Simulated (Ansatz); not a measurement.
Consider Ge (slab).

Input file:

```
crystal:
  lattice:
    - [4.0581567082, 0.0, 0.0]
    - [-2.0290783541, 3.5144668018, 0.0]
    - [0.0, 0.0, 25.8792557806]
  atoms:
    - { symbol: Ge, position: [0.3333333333, 0.6666666667, 0.2898074065] }
    - { symbol: Ge, position: [0.6666666667, 0.3333333333, 0.3222837459] }
    - { symbol: Ge, position: [0.6666666667, 0.3333333333, 0.4191103557] }
    - { symbol: Ge, position: [0.3333333333, 0.6666666667, 0.4515866951] }
    - { symbol: Ge, position: [0.3333333333, 0.6666666667, 0.5484133049] }
    - { symbol: Ge, position: [0.6666666667, 0.3333333333, 0.5808896443] }
    - { symbol: Ge, position: [0.6666666667, 0.3333333333, 0.6777162541] }
    - { symbol: Ge, position: [0.3333333333, 0.6666666667, 0.7101925935] }
basis:
  ecutwfc: 420
kpoints:
  mp_grid: { grid: [9, 9, 1] }
hamiltonian:
  xc: pbe
scf:
  occupations: { method: gaussian, width: 0.1 }
output:
  forces: true
  stress: true
  eigenvalues: true
  write_density: true
  write_potential: true
  elf: true
  volumetric_format: npy
efield:
  axis: 3
  dipole_correction: true
  ramp_width: 0.04
```

Launched as:

```sh
ansatz run input.yaml --threads 1 --pin off --max-ram 2560MiB --backend cpu --events-out ev --progress --plain --runs-dir out
```

Level of theory: Ansatz 0.2.0, DFT PBE, scalar-relativistic, plane waves, PAW.

Predict the valence pseudo-density and electron localisation function between the atoms.

Answer. Ge–Ge (2.51 Å): ρ at the midpoint is about 0.49 e/Å³; the ELF peaks at about 0.75 between the atoms.

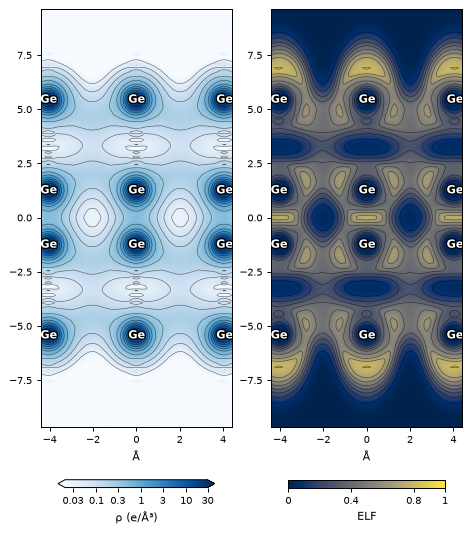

Computed valence pseudo-density and electron localisation function on the (11̄0) plane of the calculation cell, a cut from vacuum to vacuum, in this order. 
